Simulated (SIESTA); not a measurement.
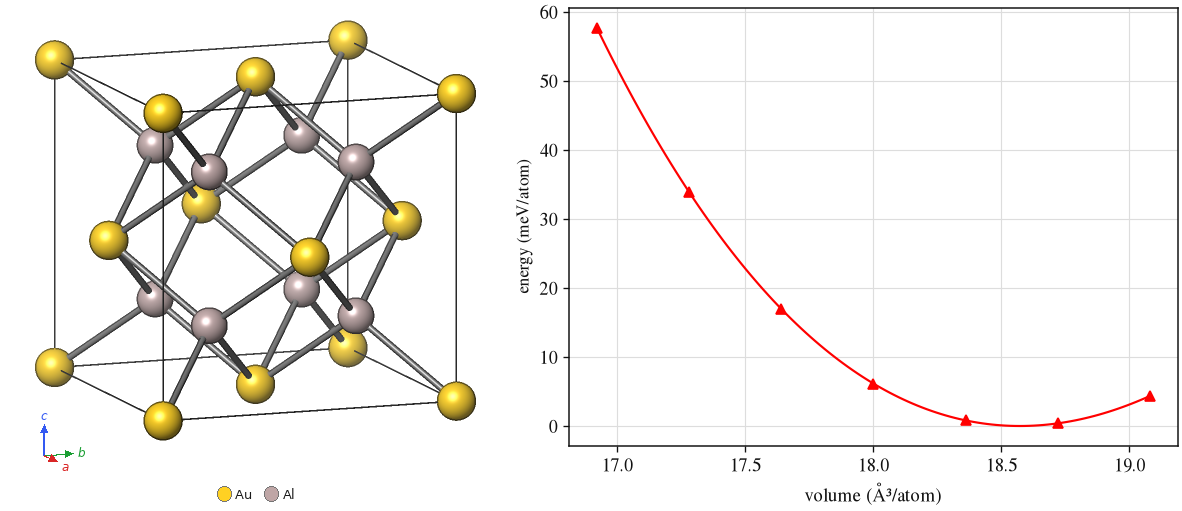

The picture above shows the energy against volume for Al₂Au, space group Fm-3m (No. 225). The conventional cell is drawn beside the plot.

Structure:
```cif
data_structure
_symmetry_space_group_name_H-M 'P 1'
_symmetry_Int_Tables_number 1
_cell_length_a 4.2426
_cell_length_b 4.2426
_cell_length_c 4.2426
_cell_angle_alpha 60.000
_cell_angle_beta 60.000
_cell_angle_gamma 60.000
_cell_volume 54.00
loop_
_atom_site_label
_atom_site_type_symbol
_atom_site_fract_x
_atom_site_fract_y
_atom_site_fract_z
_atom_site_occupancy
Au1 Au 0.00000 0.00000 0.00000 1
Al1 Al 0.75000 0.75000 0.75000 1
Al2 Al 0.25000 0.25000 0.25000 1
```

Method: DFT in numerical atomic orbitals with pseudopotentials, no spin polarisation; energies at scaled volumes of the given cell, shape and fractions fixed, counted from the fit's minimum, third-order Birch-Murnaghan fit (SIESTA 5.4.2). Level: PBE.

k mesh 8×8×8; occupations Fermi–Dirac; smearing width 0.05 eV; potentials PseudoDojo 0.4 standard, converted to PSML, two zetas on semicore shells; program settings basis DZP, mesh cutoff 800 Ry.

From this curve and the settings, what does the calculation give for the pressure at the same points?

The pressure falls from 12.28 GPa at volume 16.92 Å³/atom to −2.57 GPa at 19.08 Å³/atom, and changes sign near 18.57 Å³/atom.

| volume (Å³/atom) | pressure (GPa) |
| --- | --- |
| 16.92 | 12.28 |
| 17.28 | 9.01 |
| 17.64 | 6.14 |
| 18.00 | 3.59 |
| 18.36 | 1.23 |
| 18.72 | −0.83 |
| 19.08 | −2.57 |

Limits of the calculation: mulliken charges of long orbitals; short basis over semicore shells; spin-orbit coupling left out, heavy elements.
